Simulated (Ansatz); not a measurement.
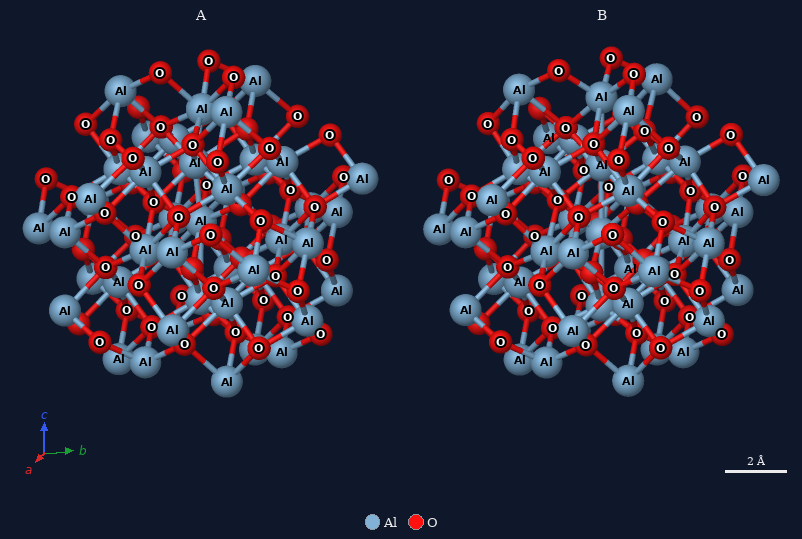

Two geometries of a defect cell of composition Al₄₉O₇₂ (cell charge +3), drawn at one scale. One is the start of a relaxation, the other its converged end. A ball-and-stick model of the atoms within 5.8 Å of the atom that moves most (axes of the cell of the calculation (origin shifted)), seen slightly off an axis.

Method: Ansatz, DFT, PBEsol, PAW, plane waves. Set-up: plane-wave cutoff 420 eV; k-point mesh 1 × 1 × 1; mesh shifted by (0.25, 0.25, 0.25); no spin polarisation; atoms relaxed in a fixed cell; force threshold 0.03 eV/Å; at most 80 steps.

Which of the two is the end point?

Structure B is the relaxed one. Over 4 geometry steps the energy falls by 11.388 eV per cell of the calculation. Largest force component: 19 eV/Å at the start, 0.0034 eV/Å at the end. The largest moves, 0.40 Å, are those of Al atoms. Largest moves by element: Al 0.40 Å, O 0.19 Å. The cell stays as it was. Near-neighbour distances that change, for instance: Al–Al 1.841 → 2.317 Å, Al–O 2.159 → 1.865 Å, Al–Al 2.025 → 2.317 Å, Al–O 2.129 → 1.864 Å. Among the angles between lasting bonds that change: Al–O–Al 58.7° → 74.2°, Al–O–Al 59.9° → 74.2°, O–Al–O 93.2° → 81.1°. The run took 88 s on 7 threads of Arm Neoverse-V2, peak memory 2.5 GiB.

Limits of the set-up: the cell is charged, on a uniform background, and energies carry no finite-size correction.
